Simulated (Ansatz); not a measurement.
Input

```
crystal:
  lattice:
    - [4.9005546915, 0.0, 0.0]
    - [0.0, 4.0001610984, 0.0]
    - [0.0, 0.0, 6.9307911419]
  atoms:
    - { symbol: Si, position: [0.2928331235, 0.75, 0.6065960169] }
    - { symbol: Si, position: [0.7071668765, 0.25, 0.3934039831] }
    - { symbol: Si, position: [0.2071668765, 0.25, 0.1065960169] }
    - { symbol: Si, position: [0.7928331235, 0.75, 0.8934039831] }
    - { symbol: Ni, position: [0.9672043463, 0.75, 0.2085866483] }
    - { symbol: Ni, position: [0.0327956537, 0.25, 0.7914133517] }
    - { symbol: Ni, position: [0.5327956537, 0.25, 0.7085866483] }
    - { symbol: Ni, position: [0.4672043463, 0.75, 0.2914133517] }
    - { symbol: Ni, position: [0.8225241854, 0.75, 0.5626370357] }
    - { symbol: Ni, position: [0.1774758146, 0.25, 0.4373629643] }
    - { symbol: Ni, position: [0.6774758146, 0.25, 0.0626370357] }
    - { symbol: Ni, position: [0.3225241854, 0.75, 0.9373629643] }
scf:
  occupations: { method: gaussian, width: 0.1 }
output:
  forces: true
  stress: true
  eigenvalues: true
  write_density: true
  write_potential: true
  elf: true
  volumetric_format: npy
kpoints:
  mp_grid: { grid: [10, 12, 8] }
hamiltonian:
  xc: pbe
relax:
  f_tol: 0.003
  max_steps: 60
  cell: { stress_tol: 0.1, sigma_target: [0.0, -20.0, 0.0, 0.0, 0.0, 0.0] }
```

Run with:

```sh
ansatz run input.yaml --threads 8 --pin off --max-ram 24576MiB --backend cpu --events-out ev --progress --plain --runs-dir out
```

Below, planes, directions and counts refer to the conventional cell (a = 4.42 Å, b = 6.51 Å, c = 4.87 Å, α = 90.00°, β = 90.00°, γ = 90.00°).

The fields are those of the relaxed geometry.

Space group Cmcm; computed pressure about −7 GPa in this cell; computed without spin polarisation.

The calculation used Ansatz 0.2.0, DFT PBE, scalar-relativistic, plane waves, PAW.

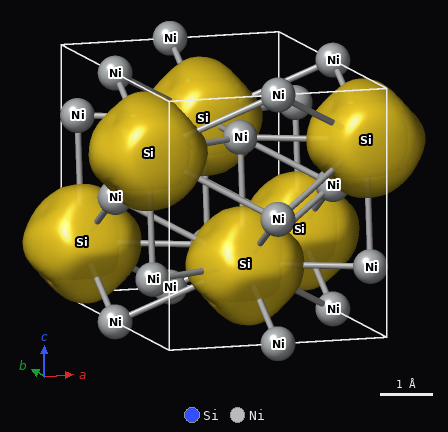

SiNi₂. Isosurface of the ELF at 0.55 (yellow), seen slightly off an axis. Core shells and regions of very low density are left out. Sticks mark near contacts.

Core electrons are frozen (PAW), and the valence fields are smoothed inside the atomic spheres.

### Identify the bonds, lone pairs and shells in this picture.

The surface consists of four regions wrapped around Si (the valence shell of each), counted in one cell of 12 atoms. Regions shared between cells count once. Profiles from the grid: Si–Ni (2.23 Å): the ELF peaks at about 0.75 between the atoms. Si–Ni (2.35 Å): the ELF peaks at about 0.70 in the valence shell of Si, 0.9 Å from its nucleus, and is about 0.45 at the midpoint.
